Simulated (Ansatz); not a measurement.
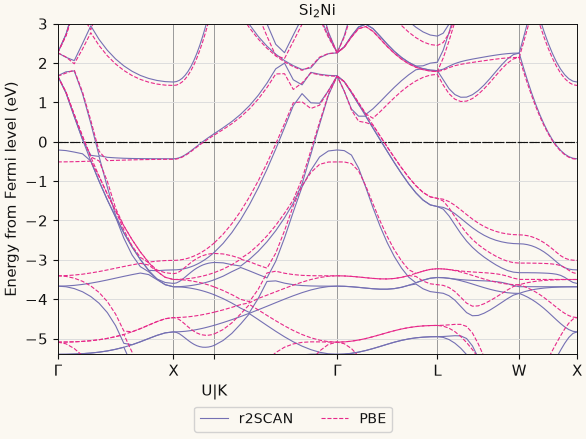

Band structures of Si₂Ni, space group Fm-3m (No. 225), 3 atoms in the cell, by two methods on the same cell. Each is counted from its own Fermi level.

What changes from one method to the other?

Both give a metal. The 4 bands that come within 1 eV of the Fermi level differ by 0.16 eV on average and by 0.30 eV at most (at Γ).

Settings. r2SCAN: DFT r2SCAN, scalar-relativistic, plane waves, PAW, no spin polarisation, 14×14×14 k mesh, 500 eV cutoff (Ansatz 0.2.0). PBE: DFT PBE, scalar-relativistic, plane waves, PAW, no spin polarisation, 14×14×14 k mesh, 420 eV cutoff, Gaussian smearing of 0.1 eV (Ansatz).

The run has no spin polarisation, so a magnetic state may lie lower.
